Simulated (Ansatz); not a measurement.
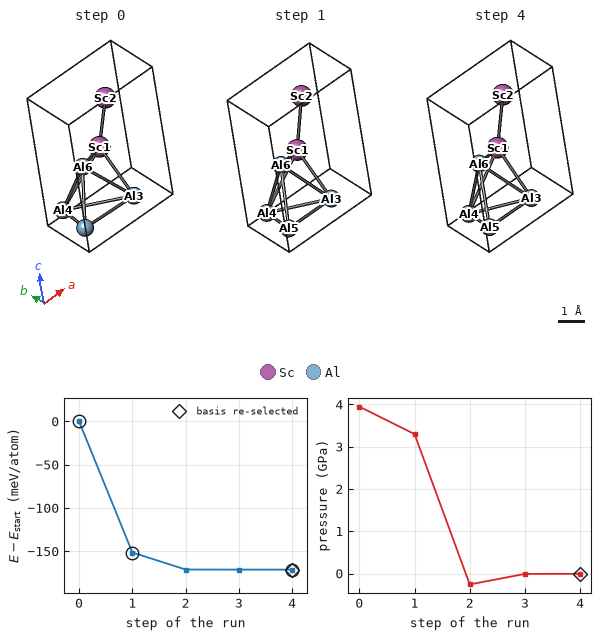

Frames of a relaxation of a crystal of ScAl$_{2}$ (set up in P1), marked on the history of the run. The picture is a ball-and-stick view of the cell of the calculation, reduced to other axes, seen slightly off an axis. Lengths and directions refer to the drawn axes.

Case: cure: more steps.

Method: Ansatz 0.2.0, DFT r2SCAN, scalar-relativistic, plane waves, PAW.

Input file:
```yaml
crystal:
  lattice:
    - [0.0, 3.7776526849, 3.7776526849]
    - [3.7776526849, 0.0, 3.7776526849]
    - [3.7776526849, 3.7776526849, 0.0]
  atoms:
    - { symbol: Sc, position: [0.5344968044, 0.4729434045, 0.4856764082] }
    - { symbol: Sc, position: [0.7748283946, 0.763475739, 0.7095597109] }
    - { symbol: Al, position: [0.1383327023, 0.1022473474, 0.1258479647] }
    - { symbol: Al, position: [0.6525124074, 0.1251003603, 0.1712215993] }
    - { symbol: Al, position: [0.1782310033, 0.6301630641, 0.1232250499] }
    - { symbol: Al, position: [0.1165045951, 0.1687079172, 0.5914234357] }
basis:
  ecutwfc: 500
kpoints:
  mp_grid: { grid: [6, 6, 6] }
hamiltonian:
  xc: r2scan
scf:
  occupations: { method: gaussian, width: 0.1 }
output:
  forces: true
  stress: true
  eigenvalues: true
relax:
  adjacent_minimum: "off"
  f_tol: 0.005
  max_steps: 100
  cell: { stress_tol: 0.05 }
```

Run as
```bash
ansatz run input.yaml --threads 1 --pin off --max-ram 2560MiB --backend cpu --events-out ev --progress --plain --runs-dir out
```

Describe the path.

Answer. The energy falls by 171 meV per atom in 3 accepted moves (4 points after the start). The largest force component goes from 2.4 to 0.0009 eV/Å. Pressure: 3.95 GPa at the start and −0.01 GPa at the end. The SCF was repeated once at an unchanged geometry on a basis and grid sized afresh for the cell, which shifted the energy by less than 0.05 meV per atom at most. The largest move relative to the cell is that of Al4, 0.29 Å along [1 0 −1]. By element the largest moves are Al 0.29 Å, Sc 0.16 Å. The drawn cell changes at constant volume: a = b = c 5.342 → 5.343 Å (0.0 %). Some distances before and after: Sc2–Al4 2.737 → 3.133 Å, Sc1–Al4 2.750 → 3.133 Å, Sc2–Al4 (another image) 3.483 → 3.133 Å, Sc2–Al5 3.419 → 3.133 Å. The space group (tolerance 0.01 Å) goes from P1 (No. 1) to Fd-3m (No. 227). The run took 9 min on 1 thread of Intel(R) Xeon(R) Processor @ 2.50GHz (Skylake/Cascade Lake), with other jobs on the host, peak memory 0.79 GiB. From step 0 to 1: Sc and Al atoms move most (0.20 Å), volume −2.9 %, energy −151 meV per atom. From step 1 to 4: Al4 moves most (0.10 Å), volume +3.1 %, energy −19.8 meV per atom.

```
step  E − E(0), meV/atom  largest force component, eV/Å  pressure, GPa  volume, Å³/atom                      note
   0                0.00                         2.3562           3.95           17.970                          
   1             -151.35                         0.6252           3.30           17.445                          
   2             -171.01                         0.0096          -0.26           18.026                          
   3             -171.12                         0.0009          -0.01           17.979                          
   4             -171.12                         0.0009          -0.01           17.979  same geometry, new basis
```
